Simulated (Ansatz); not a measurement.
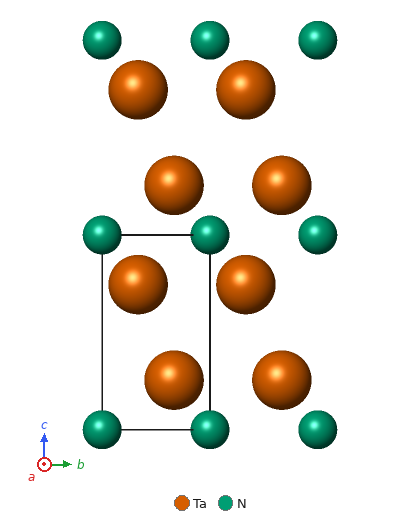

Projection along an edge of the hexagonal mesh, stacking direction c upwards. Every atom sits on one of the three columns of the mesh; call them A, B, C in the order in which they first turn up. The sequence starts with the first layer at or above the cell's origin.

Ta₂N. Coordinates: the input geometry of an electronic-structure calculation (not necessarily at equilibrium).

Q: List the layers of one repeat.

A: N(A) – Ta(B) – Ta(C) (three layers in 4.87 Å).

Heights of the layers:

| layer | atoms (column) | height (Å) | to next (Å) |
| --- | --- | --- | --- |
| 1 | N(A) | 0.00 | 1.24 |
| 2 | Ta(B) | 1.24 | 2.39 |
| 3 | Ta(C) | 3.63 | 1.24 |
